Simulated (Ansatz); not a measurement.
Se: phonon calculation (part 2 of 2)

The same run, continued: Se (Im-3m, 1 atom in the cell); DFT, PBEsol, PAW with Ansatz's default frozen-core files, scalar-relativistic; harmonic phonons by finite displacements, no spin polarisation (Ansatz 0.2.0); cutoff 420 eV, 28×28×28 k-mesh, Fermi–Dirac smearing of 0.08 eV. The structure derives from an entry of the Crystallography Open Database. It belongs to a series of runs on one base structure; here: PAW files in place of LAPW.

Geometry of the input (Å; fractional positions):
```
-1.6886  1.6886  1.6886
1.6886  -1.6886  1.6886
1.6886  1.6886  -1.6886
Se 0.0000  0.0000  0.0000
```

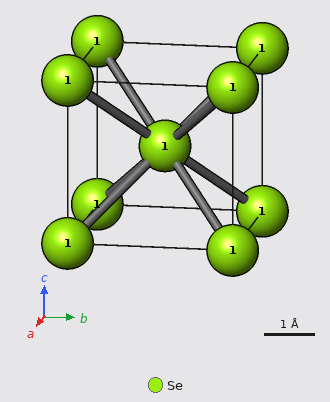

Figure 1. The structure (ball-and-stick view of the cell 2 times as large as that of the calculation, set on its symmetry axes, seen slightly off an axis; atoms are numbered from 1 in the order of the input).

## The program's output, continued
```
SCF iter   1: F=—  HF=-21695.016501 eV  |F-HF|=—  |Δ(HF+E_count)|=         —  Δρ=7.88e-5  dr2=2.06e-5  ethr=3.55e-8  ⟨swp⟩=2.3  Hψ=77534  notcnv=0  defer=54
preconditioner: auto → Kerker (q_TF=auto, 2.645 Å⁻¹)  [metal: Δε(μ)=0.001 eV  Ē_g=11.382 eV  σ=0.080 eV  W_gap=0.00  n_scr=28 (ndim 8)  ℏωp=20.7 eV  f_vac=0.000  D(μ)=2.76/eV (n_scr^D=16)]
SCF iter   2: F=—  HF=-21695.016494 eV  |F-HF|=—  |Δ(HF+E_count)|=   7.71e-6  Δρ=4.84e-5  dr2=9.13e-6  ethr=3.22e-8  ⟨swp⟩=1.0  Hψ=18973  notcnv=0  defer=54
SCF iter   3: F=—  HF=-21695.016493 eV  |F-HF|=—  |Δ(HF+E_count)|=   1.17e-6  Δρ=8.77e-6  dr2=3.39e-7  ethr=1.43e-8  ⟨swp⟩=1.0  Hψ=18974  notcnv=0  defer=54
SCF iter   4: F=—  HF=-21695.016492 eV  |F-HF|=—  |Δ(HF+E_count)|=   5.17e-7  Δρ=5.88e-6  dr2=4.06e-8  ethr=5.30e-10  ⟨swp⟩=2.3  Hψ=31453  notcnv=0  defer=54
SCF iter   5: F=—  HF=-21695.016492 eV  |F-HF|=—  |Δ(HF+E_count)|=   1.06e-8  Δρ=1.57e-6  dr2=2.57e-9  ethr=6.34e-11  ⟨swp⟩=2.0  Hψ=23970  notcnv=0  defer=54
SCF iter   6: F=—  HF=-21695.016492 eV  |F-HF|=—  |Δ(HF+E_count)|=  4.66e-10  Δρ=3.28e-7  dr2=1.03e-10  ethr=4.01e-12  ⟨swp⟩=2.0  Hψ=24699  notcnv=0  defer=54
SCF iter   7: F=-21695.016492 eV  HF=-21695.016492 eV  |F-HF|=0.00e0  |Δ(HF+E_count)|=  1.46e-11  Δρ=6.78e-8  dr2=3.66e-12  ethr=1.00e-12  ⟨swp⟩=4.1  Hψ=87400  notcnv=0
SCF 11 converged in 7 iterations: F = -21695.016492 eV  dr2 = 3.66e-12
iter 1 solved again at ethr=3.18e-9 eV; its pass at ethr=3.10e-3 eV (dr2=2.04e-6 eV) is discarded
SCF iter   1: F=—  HF=-21695.016511 eV  |F-HF|=—  |Δ(HF+E_count)|=         —  Δρ=5.69e-5  dr2=1.42e-6  ethr=3.18e-9  ⟨swp⟩=2.0  Hψ=138613  notcnv=0  defer=29
SCF iter   2: F=—  HF=-21695.016504 eV  |F-HF|=—  |Δ(HF+E_count)|=   7.02e-6  Δρ=3.40e-5  dr2=5.09e-7  ethr=2.22e-9  ⟨swp⟩=1.0  Hψ=33365  notcnv=0  defer=29
SCF iter   3: F=—  HF=-21695.016504 eV  |F-HF|=—  |Δ(HF+E_count)|=   3.95e-8  Δρ=3.37e-6  dr2=7.75e-9  ethr=7.96e-10  ⟨swp⟩=2.2  Hψ=42030  notcnv=0  defer=29
SCF iter   4: F=—  HF=-21695.016504 eV  |F-HF|=—  |Δ(HF+E_count)|=  2.00e-10  Δρ=5.47e-7  dr2=3.22e-10  ethr=1.21e-11  ⟨swp⟩=2.0  Hψ=43258  notcnv=0  defer=29
SCF iter   5: F=—  HF=-21695.016504 eV  |F-HF|=—  |Δ(HF+E_count)|=  3.64e-11  Δρ=2.31e-7  dr2=5.33e-11  ethr=1.00e-12  ⟨swp⟩=2.0  Hψ=60460  notcnv=0  defer=29
SCF iter   6: F=—  HF=-21695.016504 eV  |F-HF|=—  |Δ(HF+E_count)|=  4.00e-11  Δρ=1.14e-7  dr2=1.05e-11  ethr=1.00e-12  ⟨swp⟩=2.0  Hψ=50794  notcnv=0  defer=29
SCF iter   7: F=-21695.016504 eV  HF=-21695.016504 eV  |F-HF|=0.00e0  |Δ(HF+E_count)|=  3.64e-12  Δρ=2.83e-8  dr2=6.66e-13  ethr=1.00e-12  ⟨swp⟩=4.8  Hψ=130598  notcnv=0
SCF 12 converged in 7 iterations: F = -21695.016504 eV  dr2 = 6.66e-13
Basis set: ecut = 420 eV, 1459 PW (Γ), FFT grids on a1, a2, 3a1−a2+a3, exchange–correlation on 64×64×72 points (8 copies of the dense FFT grid, shifted against one another)
Symmetry: 192 space group operations
k-points: 172 of 5488
SCF iter   1: F=—  HF=-21695.016497 eV  |F-HF|=—  |Δ(HF+E_count)|=         —  Δρ=6.73e-8  dr2=3.71e-12  ethr=1.00e-12  ⟨swp⟩=4.7  Hψ=20933  notcnv=0
preconditioner: auto → Kerker (q_TF=auto, 2.645 Å⁻¹)  [metal: Δε(μ)=0.004 eV  Ē_g=11.431 eV  σ=0.080 eV  W_gap=0.01  n_scr=26 (ndim 8)  ℏωp=20.7 eV  f_vac=0.000  D(μ)=2.76/eV (n_scr^D=14)]
SCF iter   2: F=-21695.016497 eV  HF=-21695.016497 eV  |F-HF|=0.00e0  |Δ(HF+E_count)|=  1.09e-11  Δρ=3.67e-8  dr2=1.13e-12  ethr=1.00e-12  ⟨swp⟩=3.2  Hψ=18803  notcnv=0
SCF 13 converged in 2 iterations: F = -21695.016497 eV  dr2 = 1.13e-12
k-points: 452 of 5488 (time reversal used)
iter 1 solved again at ethr=4.35e-9 eV; its pass at ethr=3.10e-3 eV (dr2=2.79e-6 eV) is discarded
SCF iter   1: F=—  HF=-21695.016502 eV  |F-HF|=—  |Δ(HF+E_count)|=         —  Δρ=6.43e-5  dr2=2.05e-6  ethr=4.35e-9  ⟨swp⟩=2.1  Hψ=74591  notcnv=0  defer=44
preconditioner: auto → Kerker (q_TF=auto, 2.645 Å⁻¹)  [metal: Δε(μ)=0.001 eV  Ē_g=11.431 eV  σ=0.080 eV  W_gap=0.00  n_scr=26 (ndim 8)  ℏωp=20.7 eV  f_vac=0.000  D(μ)=2.76/eV (n_scr^D=14)]
SCF iter   2: F=—  HF=-21695.016500 eV  |F-HF|=—  |Δ(HF+E_count)|=   1.37e-6  Δρ=3.75e-5  dr2=7.25e-7  ethr=3.20e-9  ⟨swp⟩=1.0  Hψ=17834  notcnv=0  defer=44
SCF iter   3: F=—  HF=-21695.016500 eV  |F-HF|=—  |Δ(HF+E_count)|=   1.32e-7  Δρ=3.70e-6  dr2=1.28e-8  ethr=1.13e-9  ⟨swp⟩=2.0  Hψ=22511  notcnv=0  defer=44
SCF iter   4: F=—  HF=-21695.016500 eV  |F-HF|=—  |Δ(HF+E_count)|=   2.41e-9  Δρ=7.84e-7  dr2=7.56e-10  ethr=1.99e-11  ⟨swp⟩=2.0  Hψ=23031  notcnv=0  defer=44
SCF iter   5: F=—  HF=-21695.016500 eV  |F-HF|=—  |Δ(HF+E_count)|=  5.82e-11  Δρ=2.98e-7  dr2=1.08e-10  ethr=1.18e-12  ⟨swp⟩=2.0  Hψ=32390  notcnv=0  defer=44
SCF iter   6: F=—  HF=-21695.016500 eV  |F-HF|=—  |Δ(HF+E_count)|=  7.28e-11  Δρ=1.46e-7  dr2=2.16e-11  ethr=1.00e-12  ⟨swp⟩=2.4  Hψ=33201  notcnv=0  defer=44
SCF iter   7: F=-21695.016500 eV  HF=-21695.016500 eV  |F-HF|=0.00e0  |Δ(HF+E_count)|=    0.00e0  Δρ=3.81e-8  dr2=1.28e-12  ethr=1.00e-12  ⟨swp⟩=5.0  Hψ=76586  notcnv=0
SCF 14 converged in 7 iterations: F = -21695.016500 eV  dr2 = 1.28e-12
SCF converged after 2 iterations
Free energy (F): -21695.016497 eV
Harris-Foulkes:  -21695.016497 eV  (|F-HF|=7.28e-12)
Internal energy: -21694.958506 eV  (E = F + TS)
E sigma→0 (E₀):  -21694.987501 eV
Entropy (-TS):   -0.057991 eV (-14.498 meV/atom)
Fermi energy:    12.044383 eV
--- Per-component energies (eV) ---
  E_band       = -1329.029186
  E_kinetic    = 469.088127
  E_local      = -8038.371246  (includes V_loc(G=0)·N_el)
  E_nonlocal   = -2363.380356
  E_hartree    = 4066.009167
  E_xc         = -412.057132
  E_vxc        = -390.715853  (∫ρ·V_xc dr)
  E_paw        = -7475.604579  (= ΣΔE_a)
  E_vpaw       = 862.334381  (= ΣTr[D̂ρ^β])
  E_aug_tail   = -0.002469  (compensation charges beyond the density's cutoff)
  E_ewald      = -7944.673820
  E_core_change = 4.033802  (= ΣΔE_core)
  E_smearing   = -0.057991  (= −TS)
  E_closure    = 0.000000  (closes the sum)
  Σ components = -21695.016497   (vs F -21695.016497, Δ=0.00e0)
--- Forces (eV/Å), atoms counted from 1 ---
  atom   1  Se    -0.00000000     0.00000000     0.00000000
  atom   2  Se    -0.00000000     0.00000000    -0.00000000
  atom   3  Se     0.00000000    -0.00000000     0.00000000
  atom   4  Se     0.00000000    -0.00000000     0.00000000
  max |Σ_I F_I| component: 6.31e-30 eV/Å
--- Band table (eV; the first three rows and the last of 1485) ---
  k-point 0: bands = ["-36.4966", "-36.4936", "-36.4936", "-36.4936", "-36.4935", "-36.4935", "-36.4903", "-36.4884", "-36.4884", "-36.4854", "-36.4854", "-36.4847", "-36.4837", "-36.4837", "-36.4835", "-36.4835", "-36.4829", "-36.4766", "-36.4766", "-36.4731", "-4.6028", "-1.0383", "-1.0383", "-0.8306", "4.9171", "6.7413", "6.7413", "9.2401", "9.2401", "12.0935", "13.3395", "13.3395", "14.3153", "15.2863", "15.2863", "15.2863", "18.9302", "20.3084", "21.0945", "21.0945"]
  k-point 1: bands = ["-36.4961", "-36.4937", "-36.4937", "-36.4935", "-36.4932", "-36.4928", "-36.4901", "-36.4891", "-36.4877", "-36.4860", "-36.4849", "-36.4849", "-36.4849", "-36.4837", "-36.4836", "-36.4829", "-36.4820", "-36.4777", "-36.4770", "-36.4734", "-4.5168", "-1.8001", "-0.7749", "-0.4409", "5.0100", "6.3732", "7.6126", "8.1473", "10.4331", "11.6554", "13.1480", "13.6171", "13.9275", "14.7300", "15.1409", "15.2099", "19.4063", "20.8962", "21.1113", "21.2278"]
  k-point 2: bands = ["-36.4949", "-36.4939", "-36.4937", "-36.4930", "-36.4929", "-36.4905", "-36.4901", "-36.4894", "-36.4871", "-36.4866", "-36.4853", "-36.4852", "-36.4845", "-36.4841", "-36.4837", "-36.4828", "-36.4801", "-36.4799", "-36.4786", "-36.4744", "-4.2609", "-2.5746", "-0.6186", "-0.1621", "5.2878", "6.6588", "7.1882", "8.8269", "10.4292", "11.6718", "13.0580", "13.4183", "13.4641", "13.9566", "14.6880", "14.9972", "20.1207", "21.3387", "21.3836", "22.4374"]
  k-point 1484: bands = ["-36.4919", "-36.4919", "-36.4900", "-36.4900", "-36.4896", "-36.4896", "-36.4895", "-36.4895", "-36.4879", "-36.4879", "-36.4868", "-36.4868", "-36.4820", "-36.4820", "-36.4805", "-36.4805", "-36.4754", "-36.4754", "-36.4746", "-36.4746", "-0.5151", "-0.5151", "-0.2883", "-0.2883", "5.9294", "5.9294", "6.5489", "6.5489", "8.8370", "8.8370", "9.8374", "9.8374", "12.9814", "12.9814", "13.2889", "13.2889", "20.2752", "20.2752", "20.3652", "20.3652"]
--- Phonons: 9 displaced members + 5 references (amplitude of the first 0.0025 Å, Σ member SCF iterations 63) ---
  ASR residual: 2.839e-5 → 0.000e0 eV/Å²; symmetrization residual: 4.077e-6 eV/Å²
  largest component of a force at the reference: 3.2e-30 eV/Å
  ASR residual per site (eV/Å²): 2.84e-5
  Γ frequencies (cm⁻¹): 0.00 0.00 0.00
--- Phonons (by wavevector): 8 wavevectors in 5 supercells ---
  supercell 1 (4 cells, vectors [1, 0, 0], [0, 1, -1], [0, 0, 4] in multiples of the cell's): 2 displaced members by 0.0025 Å; free energy -21695.016497 eV; taken off its force constants: by the sum rule 2.8e-5, by the symmetrisation 4.1e-6 eV/Å²
  symmetry images taken by strict's conditions (phonons.symmetry_images: auto; settled by no image being taken that strict refuses)
  supercell 2 (4 cells, vectors [1, 0, 0], [0, 1, 0], [0, 0, 4] in multiples of the cell's): 2 displaced members by 0.0025 Å; free energy -21695.016497 eV; taken off its force constants: by the sum rule 2.5e-5, by the symmetrisation 4.4e-16 eV/Å²; Γ matrix within 6.9e-17 eV/Å² of supercell 1's
  symmetry images taken by strict's conditions (phonons.symmetry_images: auto; settled by no image being taken that strict refuses)
  supercell 3 (4 cells, vectors [4, 0, 0], [0, 1, 1], [2, 0, 1] in multiples of the cell's): 2 displaced members by 0.0025 Å; free energy -21695.016497 eV; taken off its force constants: by the sum rule 2.4e-5, by the symmetrisation 4.4e-16 eV/Å²; Γ matrix within 5.6e-17 eV/Å² of supercell 1's
  symmetry images taken by strict's conditions (phonons.symmetry_images: auto; settled by no image being taken that strict refuses)
  supercell 4 (4 cells, vectors [0, 1, 1], [-1, 0, -1], [0, 0, 4] in multiples of the cell's): 2 displaced members by 0.0025 Å; free energy -21695.016497 eV; taken off its force constants: by the sum rule 9.8e-6, by the symmetrisation 4.4e-16 eV/Å²; Γ matrix within 2.2e-32 eV/Å² of supercell 1's
  symmetry images taken by strict's conditions (phonons.symmetry_images: auto; settled by no image being taken that strict refuses)
  supercell 5 (4 cells, vectors [0, 1, -1], [-1, 1, 0], [0, 0, 4] in multiples of the cell's): 1 displaced member by 0.0025 Å; free energy -21695.016497 eV; taken off its force constants: by the sum rule 2.2e-5, by the symmetrisation 1.3e-15 eV/Å²; Γ matrix within 3.7e-17 eV/Å² of supercell 1's
  symmetry images taken by strict's conditions (phonons.symmetry_images: auto; settled by no image being taken that strict refuses)
  q = [0.0000, 0.0000, 0.0000] (star 1, supercell 1; hermiticity 0.00e0, symmetrization 4.40e-17): 0.00 0.00 0.00
  q = [0.0000, 0.0000, 0.2500] (star 12, supercell 2; hermiticity 2.50e-16, symmetrization 1.54e-16): -95.63 -37.81 68.20
  q = [0.0000, 0.0000, -0.5000] (star 6, supercell 1; hermiticity 8.40e-16, symmetrization 2.43e-6): 39.59 88.63 138.22
  q = [0.0000, 0.2500, 0.2500] (star 24, supercell 1; hermiticity 2.15e-16, symmetrization 3.05e-16): -73.59 65.64 112.30
  q = [0.2500, 0.2500, 0.2500] (star 2, supercell 5; hermiticity 5.00e-33, symmetrization 9.91e-16): -52.22 -52.22 -52.22
  q = [0.2500, 0.2500, -0.2500] (star 6, supercell 4; hermiticity 2.14e-16, symmetrization 5.72e-16): -104.00 -104.00 125.06
  q = [0.2500, -0.5000, -0.5000] (star 12, supercell 3; hermiticity 1.42e-16, symmetrization 2.84e-16): -73.67 60.48 66.59
  q = [-0.5000, -0.5000, -0.5000] (star 1, supercell 4; hermiticity 7.54e-16, symmetrization 5.98e-5): -107.37 -107.37 -107.37
  joined force constants: q→R imaginary residual 0.00e0
  density of states and harmonic sums: on the 28×28×28 q-mesh, interpolated from the force constants of a 4×4×4 supercell (no non-analytic term)
  largest difference from the sums on the solved wave vectors: F 1.75e-2 eV, S 2.91e-5 and C_V 1.16e-5 eV/K
  zero-point energy: 0.008033 eV/cell   skipped modes (ω ≤ 0): 940, of them read as no rigid motion or as one in doubt: 937 (1.447e0 modes/cell left out, lowest -107.37 cm⁻¹)   left out of the sums: 4.82e-1 of the cell's modes: C_V's classical limit lies that fraction below 3 k_B per atom; for a crystal, a wire or a layer, F and S can be off by more, and a phonons.interpolated_qmesh denser along its periods is the remedy for the sampling
```

## File phthermo.tsv
```
# format = ansatz-phthermo/1
# interpolated_qmesh = 28 28 28
# force_constants_supercell = 4 4 4
# non_analytic_term = not included (the non-analytic LO-TO correction is not applied to the interpolated dynamical matrix; polar crystals: no LO-TO splitting at GAMMA, and LO and other optical branches, acoustic branches and sound speeds, and with them the density of states and the thermodynamics, can be off between the wave vectors that the force constants were sampled on, most near GAMMA; a larger extent of the force constants narrows that region and is not shown to mend the acoustic slopes)
# zero_point_energy_ev = 8.0331231017e-3
# n_skipped_modes = 940
# share_of_modes_left_out = 4.8241618076e-1
# vibrations_at_or_below_zero_n_entries = 937
# vibrations_at_or_below_zero_modes_per_cell = 1.4471118805e0
# vibrations_at_or_below_zero_lowest_omega_inv_cm = -107.370
# rigid_motions_known_by = geometry
# t_k	f_vib_ev	s_ev_per_k	c_v_ev_per_k
0.0000	8.0331231017e-3	0.0000000000e0	0.0000000000e0
100.0000	1.7960603426e-3	1.3360028242e-4	1.1729205779e-4
200.0000	-1.6306901902e-2	2.1990063603e-4	1.2933010170e-4
300.0000	-4.1117439521e-2	2.7290126978e-4	1.3178541079e-4
400.0000	-7.0399093970e-2	3.1095162314e-4	1.3266306257e-4
500.0000	-1.0303118931e-1	3.4060356818e-4	1.3307257027e-4
600.0000	-1.3834226195e-1	3.6488715011e-4	1.3329589638e-4
700.0000	-1.7588513224e-1	3.8544573587e-4	1.3343085480e-4
800.0000	-2.1534060181e-1	4.0326905933e-4	1.3351856902e-4
900.0000	-2.5646937978e-1	4.1899896509e-4	1.3357876073e-4
1000.0000	-2.9908540907e-1	4.3307524124e-4	1.3362184304e-4
```

## Summary

| quantity | value |
| --- | --- |
| outcome | converged |
| space group (tolerance 0.01 Å) | Im-3m (229) |
| electrons treated | 64 |
| free energy | −21695.0165 eV |
| Fermi energy | 12.044 eV |
| largest force (length of the vector) | under 0.001 eV/Å |
| wall time | 51 min (CPU time 1.7 h) |
| peak memory | 5.1 GiB |
